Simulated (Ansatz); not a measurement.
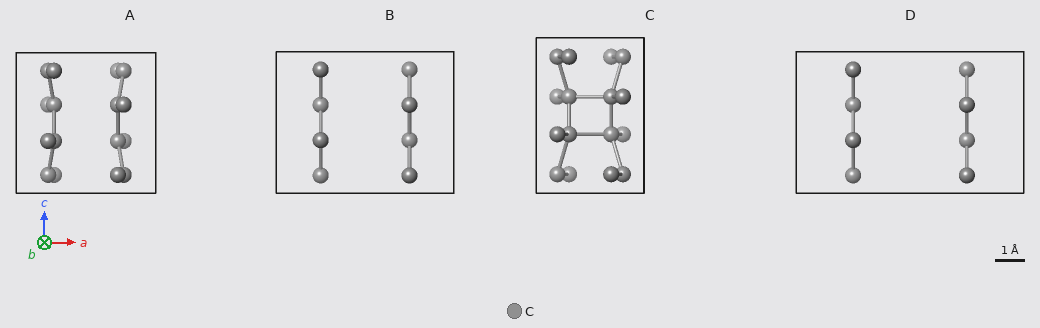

4 geometries from one relaxation of solid C (a generated structure, set up in Ccce) (coarse preliminary run), in shuffled order. The picture is a ball-and-stick view of the conventional cell (2 times the calculation's cell), seen along the b axis. Lengths and directions refer to the drawn axes.

All numbers below come from Ansatz 0.2.0, DFT PBE, scalar-relativistic, plane waves, PAW. (plane-wave cutoff 420 eV; k-point mesh 6 × 6 × 4; occupations gaussian; smearing width 0.1 eV; no spin polarisation; cell and atoms relaxed; force threshold 0.04 eV/Å; at most 70 steps)

Put them in the order of the run, from the start to the converged end.

Answer. C, A, B, D. They are steps 0, 6, 17, 33, at +13.901 eV per cell of the calculation, +4.738 eV per cell of the calculation, +0.528 eV per cell of the calculation relative to the last. The largest moves relative to the cell, 0.44 Å, are those of C atoms. Cell: a 3.767 → 7.954 Å (+111.1 %), b 4.045 → 4.269 Å (+5.6 %), c 5.424 → 4.936 Å (−9.0 %). Volume +102.8 %. Some distances before and after: C–C 1.562 → 4.040 Å, C–C 1.975 → 4.164 Å, C–C 1.559 → 1.422 Å, C–C 1.414 → 1.425 Å. Bonds break: C–C (1.56 → 4.04 Å). Among the angles between lasting bonds that change: C–C–C 135.9° → 120.0°, C–C–C 104.7° → 120.0°, C–C–C 110.7° → 120.0°. The space group (tolerance 0.01 Å) goes from Ccce (No. 68) to Fmmm (No. 69). The energy falls by 13.901 eV per cell of the calculation in 28 accepted moves (33 points after the start). The largest force component goes from 4.4 to 0.0016 eV/Å. Pressure: 75.43 GPa at the start and 0.08 GPa at the end. The SCF was repeated 5 times at an unchanged geometry on a basis and grid sized afresh for the cell, which shifted the energy by 1.375 eV per cell of the calculation at most.
